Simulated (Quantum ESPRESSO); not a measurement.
## Energy of As along an even scaling of the cell

System: As (R-3m, 2 atoms in the cell).
Method: Kohn-Sham DFT of a periodic cell, PBE, SSSP 1.3 efficiency PBE, no spin polarisation (Quantum ESPRESSO 7.5).

The 7 runs differ only in the geometry, by an even scaling of the cell at fixed fractional positions. The structure derives from an entry of the Crystallography Open Database.

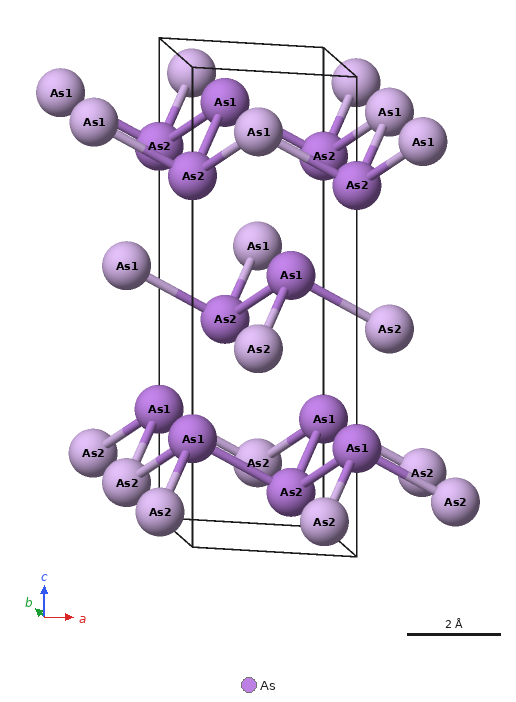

Figure 1. The structure of run 4 (ball-and-stick view of the cell 3 times as large as that of the calculation, set on its symmetry axes, seen slightly off an axis; neighbours outside the cell are drawn fainter; atoms are numbered from 1 in the order of the input).

### The input of run 4
```
&CONTROL
  calculation = 'scf'
  prefix = 'pwscf'
  outdir = './tmp'
  pseudo_dir = './pseudo'
  tprnfor = .true.
  tstress = .true.
  disk_io = 'low'
/
&SYSTEM
  ibrav = 0
  nat = 2
  ntyp = 1
  ecutwfc = 55
  ecutrho = 440
  nbnd = 10
  occupations = 'smearing'
  smearing = 'fd'
  degauss = 0.00367493
/
&ELECTRONS
  conv_thr = 4d-10
  electron_maxstep = 120
  mixing_beta = 0.5
/
ATOMIC_SPECIES
As    74.9216 As.pbe-n-rrkjus_psl.0.2.UPF
CELL_PARAMETERS angstrom
   1.8807968987    1.0858785957    3.5140619945
  -1.8807968987    1.0858785957    3.5140619945
   0.0000000000   -2.1717571915    3.5140619945
ATOMIC_POSITIONS crystal
As     0.2260000000    0.2260000000    0.2260000000
As     0.7740000000    0.7740000000    0.7740000000
K_POINTS automatic
9 9 9 0 0 0
```

### File pp_density.in of run 4
```
&INPUTPP
  prefix = 'pwscf'
  outdir = './tmp'
  filplot = 'density.dat'
  plot_num = 0
/
&PLOT
  nfile = 1
  filepp(1) = 'density.dat'
  iflag = 3
  output_format = 6
  fileout = 'density.cube'
/
```

### File pp_potential.in of run 4
```
&INPUTPP
  prefix = 'pwscf'
  outdir = './tmp'
  filplot = 'potential.dat'
  plot_num = 11
/
&PLOT
  nfile = 1
  filepp(1) = 'potential.dat'
  iflag = 3
  output_format = 6
  fileout = 'potential.cube'
/
```

Command:
```bash
OMP_NUM_THREADS=1 pw.x -in pw.in > pw.out
OMP_NUM_THREADS=1 pp.x -in pp_density.in > pp_density.out
OMP_NUM_THREADS=1 pp.x -in pp_potential.in > pp_potential.out
```

Run 6 has the same physical settings and fractional positions; its lattice vectors (Å) are:
```
   1.905547    1.100168    3.560305
  -1.905547    1.100168    3.560305
   0.000000   -2.200336    3.560305
```

### Results, with one run withheld

```tsv
run	volume per atom (Å³)	free energy per atom, from the lowest run given (meV)	pressure (GPa)
1	20.239	66.64	9.79
2	20.669	43.27	7.62
3	21.100	25.46	5.65
4	21.530	12.69	3.87
5	21.961	4.46	2.26
6	22.392	?	?
7	22.822	0.00	−0.52
```

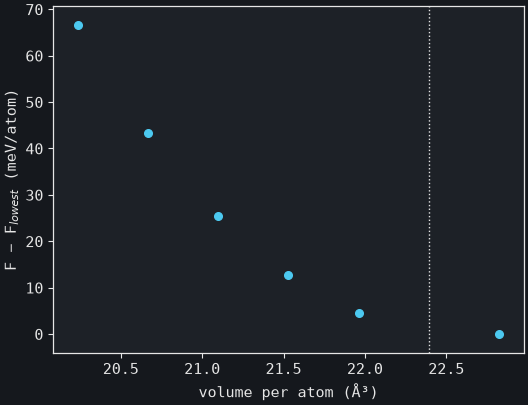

Figure 2. Free energy per atom of the runs given; the dotted line marks run 6.

Fit the runs given and predict run 6.

A cubic polynomial in V^(−2/3) (the Birch–Murnaghan form), fitted to the 6 runs given, misses them by at most 0.01 meV per atom. With x = V^(−2/3) − 0.12990 Å⁻², it reads F = 17.188 + 7026 x + 7.0953e+05 x² + 5.8899e+05 x³ (meV per atom). At run 6 it gives 0.36 meV per atom, and the run itself gives 0.37. The slope of the fit gives a pressure −dF/dV of 0.81 GPa there, and the run prints 0.80 GPa. The fit has its minimum at 22.650 Å³ per atom, where V d²F/dV² gives 68.8 GPa. Cell shape and fractional positions are held, so this is the stiffness under even scaling; the relaxed bulk modulus wasn't computed.

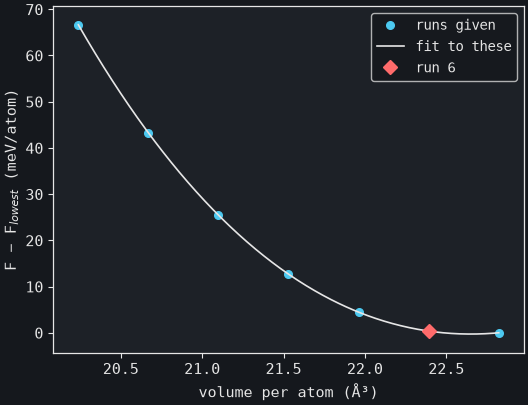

Figure 3. The fit and the withheld run.

### Some lines of the output (run 6)
```
[...]
     unit-cell volume          =     302.2134 (a.u.)^3
     number of k points=    85  Fermi-Dirac smearing, width (Ry)=  0.0037
     total energy              =     -36.39971592 Ry
     total energy              =     -36.39967231 Ry
     total energy              =     -36.39971452 Ry
     total energy              =     -36.39971706 Ry
     total energy              =     -36.39971714 Ry
     total energy              =     -36.39971715 Ry
     the Fermi energy is     7.0989 ev
!    total energy              =     -36.39971715 Ry
     The total energy is F=E-TS. E is the sum of the following terms:
     Computing stress (Cartesian axis) and pressure
          total   stress  (Ry/bohr**3)                   (kbar)     P=        7.99
```
